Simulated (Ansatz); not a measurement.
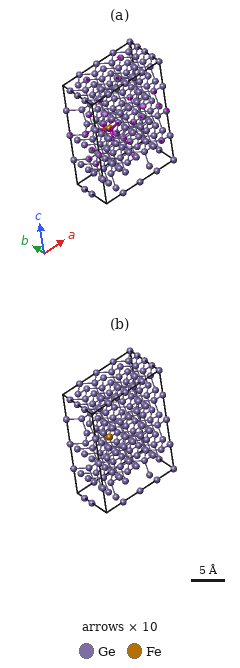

The structure of a defect cell of composition Ge127Fe (cell charge −1) before (top) and after (bottom) a relaxation, at one scale. The purple arrows give the displacements, magnified 10 times.

Style: ball-and-stick. Shown: the cell of the calculation (origin shifted), slightly off an axis.

These are results of DFT, PBEsol, PAW, plane waves in Ansatz, not measurements. Settings: plane-wave cutoff 420 eV; k-point mesh 1 × 1 × 1; mesh shifted by (0.25, 0.25, 0.25); collinear spin; atoms relaxed in a fixed cell; force threshold 0.03 eV/Å; at most 80 steps.

Question: Describe what moved and what it gained.

Answer: Over 3 geometry steps the energy falls by 1.583 eV per cell of the calculation. The largest force component goes from 1.5 to 0.015 eV/Å. The largest moves, 0.24 Å, are those of Ge atoms. Largest moves by element: Ge 0.24 Å, Fe 0.04 Å. The cell stays as it was. Among the contacts that change: Fe–Ge 2.491 → 2.262 Å, Fe–Ge 2.471 → 2.261 Å, Fe–Ge 2.458 → 2.269 Å, Ge–Ge 2.543 → 2.457 Å. Among the angles between lasting bonds that change: Ge–Ge–Fe 106.7° → 115.8°, Ge–Ge–Fe 108.2° → 116.0°, Ge–Ge–Ge 107.9° → 115.1°.

Limits of the set-up: the cell is charged, on a uniform background, and energies carry no finite-size correction.
